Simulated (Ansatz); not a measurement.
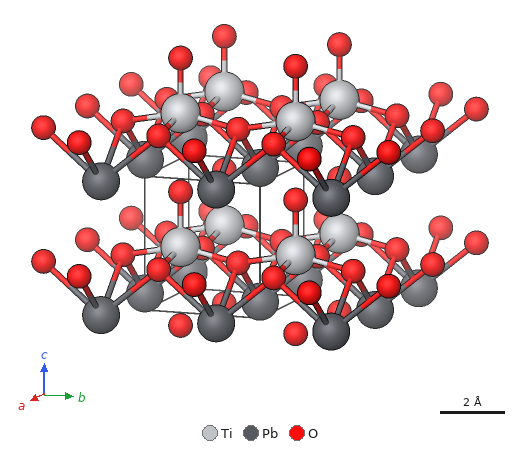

A crystal of TiPbO3 (set up in P4mm), before the relaxation. A ball-and-stick model of the cell of the calculation, repeated 2 × 2 × 2 with one cell outlined, seen slightly off an axis.

Case: equal strain along all axes, cell held, atoms relaxed: +1.0 %.

Theory: DFT PBEsol, scalar-relativistic, plane waves, PAW in Ansatz.

Input
```yaml
crystal:
  lattice:
    - [3.8975369801, 0.0, 0.0]
    - [0.0, 3.8975369801, 0.0]
    - [0.0, 0.0, 4.3105536118]
  atoms:
    - { symbol: Ti, position: [0.5, 0.5, 0.5830608377] }
    - { symbol: Pb, position: [0.0, 0.0, 0.1234081607] }
    - { symbol: O, position: [0.0, 0.5, 0.4940328917] }
    - { symbol: O, position: [0.5, 0.0, 0.4940328917] }
    - { symbol: O, position: [0.5, 0.5, 0.9956652282] }
basis:
  ecutwfc: 420
kpoints:
  mp_grid: { grid: [8, 8, 6] }
hamiltonian:
  xc: pbesol
scf:
  occupations: { method: gaussian, width: 0.02 }
output:
  forces: true
  stress: true
  eigenvalues: true
relax:
  adjacent_minimum: "off"
  f_tol: 0.008
  max_steps: 40
```

Run as
```bash
ansatz run input.yaml --threads 1 --pin off --max-ram 2560MiB --backend cpu --events-out ev --progress --plain --runs-dir out
```

### Predict the outcome.

Over 5 geometry steps the energy falls by 2.1 meV per atom. The largest force component goes from 0.47 to 0.00012 eV/Å. The atom that moves furthest is Pb2 (0.040 Å along +c). Largest moves by element: Pb 0.040 Å, O 0.027 Å, Ti 0.002 Å. The cell stays as it was. Among the contacts that change: Pb2–O3 2.520 → 2.491 Å, Ti1–O5 1.779 → 1.750 Å. The space group stays P4mm (No. 99). Cost: 71 s on 1 thread of Arm Neoverse V2, with other jobs on the host, peak memory 0.49 GiB.
